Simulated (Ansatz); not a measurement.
System: V$_{2}$N$_{3}$.

```
V N
1.0
     2.80614    0.00000    0.00000
    -1.40307    2.43019    0.00000
     0.00000    0.00000    6.21796
V N
2 3
Direct
  0.66667 0.33333 0.29910
  0.33333 0.66667 0.70090
  0.00000 0.00000 0.50000
  0.00000 0.00000 0.10788
  0.00000 0.00000 0.89212
```

Space group P-3m1; a structure from a database of computed crystals, not necessarily the ambient phase; spin-polarised.

Method: Ansatz 0.2.0, DFT r2SCAN, scalar-relativistic, plane waves, PAW.

**Predict the valence pseudo-density, electron localisation function and spin density between the atoms.**

N–N (1.34 Å): ρ is about 2.5 e/Å³ halfway; the ELF peaks at about 0.85 between the atoms.
V–N (2.01 Å): ρ at the midpoint is about 0.7 e/Å³; the ELF peaks at about 0.85 in the valence shell of N, 0.7 Å from its nucleus, and is about 0.30 at the midpoint (no localised pair shows between them).
The spin density sits on V: +0.4 μB (×2) in one cell of 5 atoms: parallel main moments (a ferromagnetic arrangement) in this solution. The cell of the calculation (5 atoms) carries 0.9 μB of net spin moment.

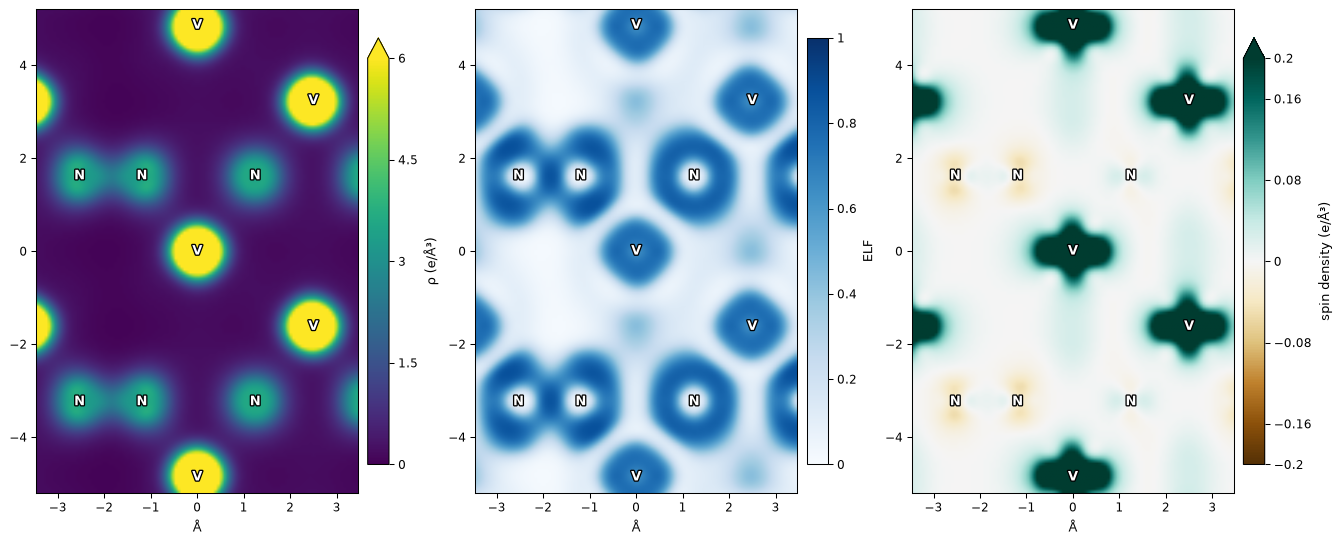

Computed valence pseudo-density, electron localisation function and spin density on the (110) plane of the conventional cell, in this order. 

The density is the valence pseudo-density of a PAW calculation; it isn't the true density close to the nuclei.
